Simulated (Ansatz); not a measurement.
Single-point calculation, with input and output: CHF$_{3}$

System: CHF$_{3}$.
Method: RKS PBE/6-31G (Ansatz 0.2.0).

Some settings of this run were made unusual or wrong on purpose. The geometry comes from this level: PBE0-D4/def2-TZVP.

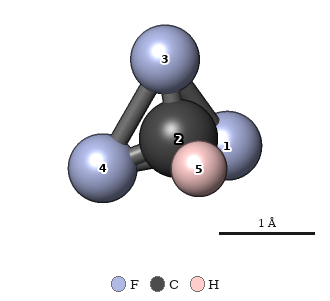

**Figure 1.** The structure (ball-and-stick view, seen at a tilt; atoms are numbered from 1 in the order of the input). Bond lengths as drawn: C–F 0.85 to 0.89 Å, C–H 0.65 Å and F–F 1.36 to 1.40 Å.

Input file:
```yaml
crystal:
  periodic: [false, false, false]
  atoms:
    - {symbol: F, position_ang: [-0.468058, -0.230790, 0.647515]}
    - {symbol: C, position_ang: [0.013651, 0.039451, 0.004094]}
    - {symbol: F, position_ang: [0.628408, -0.541639, -0.110228]}
    - {symbol: F, position_ang: [-0.463540, -0.021052, -0.741592]}
    - {symbol: H, position_ang: [0.224624, 0.649325, 0.078523]}
basis:
  gaussian: {orbitals: 6-31G, fitting: {mean_field: cc-pVTZ-jkfit}}
hamiltonian: {xc: {name: PBE}}
```

Machine: 4 threads of Arm Neoverse V2, 23 GiB of memory available, shared host.

Launched with:
```bash
ansatz run in.yaml --threads 4 --pin off --events-out ev --progress --plain --max-ram 10444MiB
```

What the program printed:
```
Functional definition: PBE
  name "PBE"
  cite "Perdew, Burke & Ernzerhof, Phys. Rev. Lett. 77, 3865 (1996) doi:10.1103/PhysRevLett.77.3865"
  parent pbe
  parameter kappa = 0.804
  parameter beta = 0.06672455060314922
  exchange = pbe_x(kappa = kappa, mu = beta*pi^2/3)
  correlation = pbe_c(beta = beta)
346 factors; integrals over basis functions are off by at most 2.5e-3 eV
mean field evaluation 1: about -9106.3592 eV, gradient 7.3e1 eV
mean field evaluation 2: about -9101.7483 eV, gradient 9.5e1 eV
mean field evaluation 4: about -9114.2005 eV, gradient 7.2e-1 eV
mean field evaluation 8: about -9114.2038 eV, gradient 5.5e-3 eV
mean field -9114.20376097 eV, -334.9408103864 hartree, gradient 1.1e-5 eV, S^2 0.000000; 0 other end points of the search recorded, 0 dependent functions left out
reference -9114.20377320 eV, -334.9408108360 hartree; 17, 17 occupied and 21, 21 virtual orbitals, 346 factors
Total energy: -9114.20377320 eV, -334.9408108360 hartree
```

Outcome:

```json
{"quantity": "outcome", "value": "converged"}
{"quantity": "total energy", "value": "−9114.2038 eV"}
{"quantity": "SCF solution under orbital rotations", "value": "stable"}
{"quantity": "peak memory", "value": "0.07 GiB"}
```

What went wrong:

A setting was made wrong on purpose: squeeze. The program still converged, but the numbers can't be taken as results for the intended system.
